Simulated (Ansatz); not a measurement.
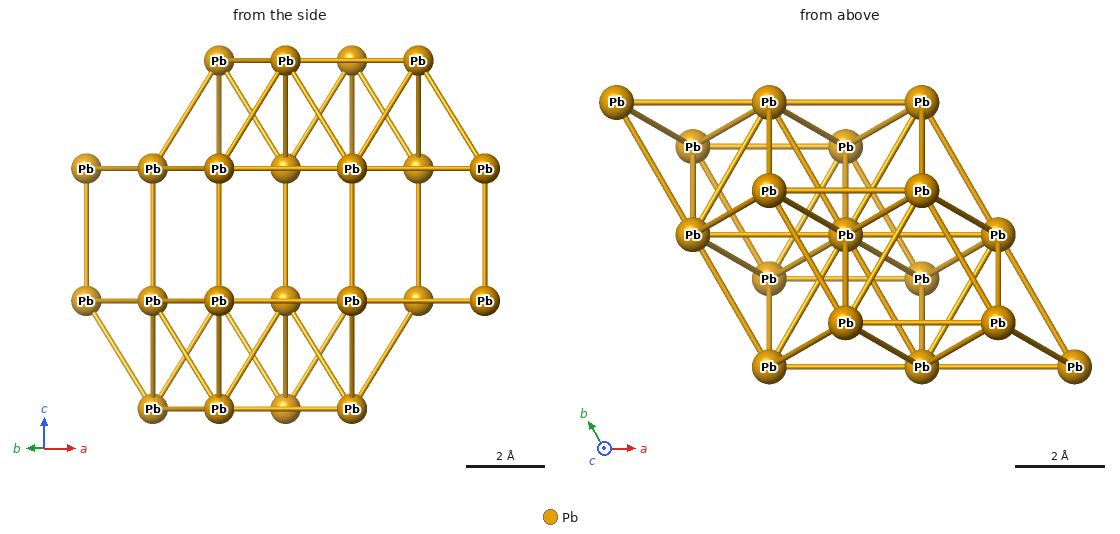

A ball-and-stick picture of a periodic slab, seen from the side and from above. The surface normal points up in side views; the vacuum is left out. 2×2 cells are drawn in the plane, with atoms at the edges repeated.

The cell holds 4 Pb.

> Give the thickness from the bottom atom to the top atom.

About 9 Å from the lowest to the highest atom.

> What is the stacking of atomic planes, top to bottom?

Four planes: Pb / Pb / Pb / Pb.

Its origin is a structure listed in the Materials Project, with elements exchanged, so it need not be a known form of the compound. It is drawn as it came out of a relaxation with DFT PBE+D3(BJ), scalar-relativistic, plane waves, PAW in Ansatz 0.2.0.
